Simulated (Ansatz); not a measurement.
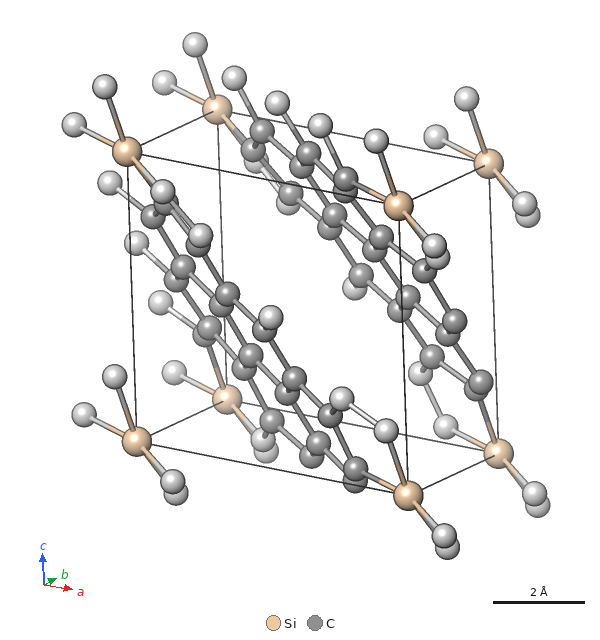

The crystal in a ball-and-stick representation, seen slightly off an axis. Thin lines show the simulation cell, with boundary atoms drawn in all their periodic places. Bonds that leave the box are completed with the atoms at their other ends, in fainter colours.

SiC30, a = 6.61 Å, b = 6.62 Å, c = 6.62 Å, α = 96.28°, β = 96.34°, γ = 96.34°.

The calculation used Ansatz 0.2.0, DFT PBE+D3(BJ), scalar-relativistic, plane waves, PAW, with a 420 eV plane-wave basis, a 2×2×2 mesh of k-points, Gaussian smearing of 0.02 eV, no spin polarisation.

**Is the electronic structure metallic or gapped?**

A semiconductor at this level, with a gap of 0.52 eV on the k-mesh (the true edges may lie between mesh points, so the gap can be somewhat smaller).

The initial geometry was a structure listed in the Materials Project, repeated into a supercell with a point defect put in. The atoms were relaxed in a fixed cell with DFT PBE+D3(BJ), scalar-relativistic, plane waves, PAW (Ansatz).
